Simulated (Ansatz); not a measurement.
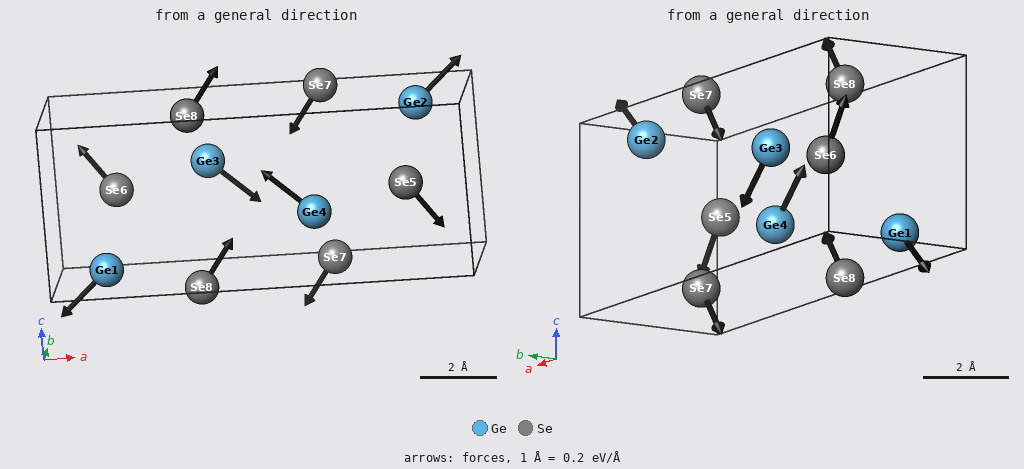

Spheres-only representation of a periodic structure, projected from two general directions. The simulation cell is outlined; an atom on or near a face, edge or corner is repeated at each equivalent position. The arrows are the computed forces on the atoms.

System: GeSe. Computational set-up: DFT, PBE, plane waves, PAW in Ansatz, a kinetic-energy cutoff of 420 eV, a 2×6×6 k-point mesh, Fermi-Dirac smearing of 0.02 eV, no spin polarisation.

> Do the forces show a relaxed structure?

No. The atoms still feel forces of up to about 0.27 eV/Å, far above a usual threshold of 0.01 to 0.03 eV/Å.

> On average, how strongly is each element pushed?

Mean magnitudes: about Ge 0.27 eV/Å, Se 0.23 eV/Å.

The structure was taken from a structure listed in the Materials Project. Earlier steps of the study, as a rule a relaxation of our own, may have changed the cell and positions, so they can lie some per cent off the listed ones. It was the input of a calculation with Ansatz.
